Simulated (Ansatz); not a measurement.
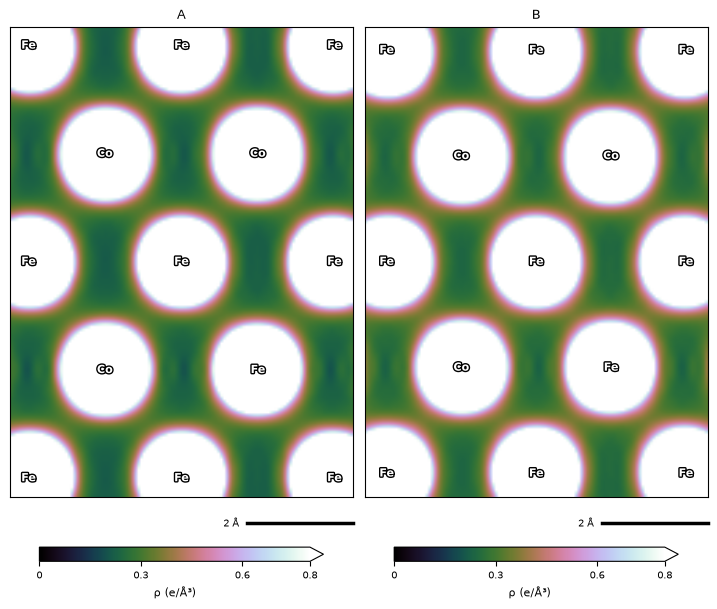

Fe₉Co₇. The valence electron density of two cells that differ in size, on the (011) plane of each (indices in the axes of the calculation cell), at one length scale and on one colour scale: A has 12.1 Å³ an atom and B 11.4.

Space group Pm-3m; a structure from a database of computed crystals, not necessarily the ambient phase; spin-polarised.

These are results of DFT PBEsol, scalar-relativistic, plane waves, PAW (Ansatz), not measurements.

Core electrons are frozen (PAW), and the valence fields are smoothed inside the atomic spheres.

The larger cell:

```xyz
16
Lattice="5.7905 0.0000 0.0000 0.0000 5.7905 0.0000 0.0000 0.0000 5.7905" Properties=species:S:1:pos:R:3 pbc="T T T"
Fe    4.3427    4.3427    4.3427
Fe    1.4479    4.3427    4.3427
Fe    1.4479    1.4479    1.4479
Fe    4.3427    1.4479    4.3427
Fe    4.3427    4.3427    1.4479
Fe    4.3427    1.4479    1.4479
Fe    1.4479    1.4479    4.3427
Fe    1.4479    4.3427    1.4479
Fe    0.0000    0.0000    0.0000
Co    0.0000    2.8953    2.8953
Co    2.8953    0.0000    0.0000
Co    2.8953    2.8953    0.0000
Co    2.8953    0.0000    2.8953
Co    0.0000    0.0000    2.8953
Co    2.8953    2.8953    2.8953
Co    0.0000    2.8953    0.0000
```

The smaller cell: a = 5.665 Å, b = 5.665 Å, c = 5.665 Å, α = 90.00°, β = 90.00°, γ = 90.00°.

**What does the compression do to the bonding and the properties?**

From the larger cell to the smaller, Fe–Fe goes from 2.51 to 2.45 Å, and the density at its midpoint from 0.33 to 0.36 e/Å³; Fe–Co goes from 2.51 to 2.45 Å, and the density at its midpoint from 0.32 to 0.35 e/Å³; the pressure goes from −17 to −6 GPa.
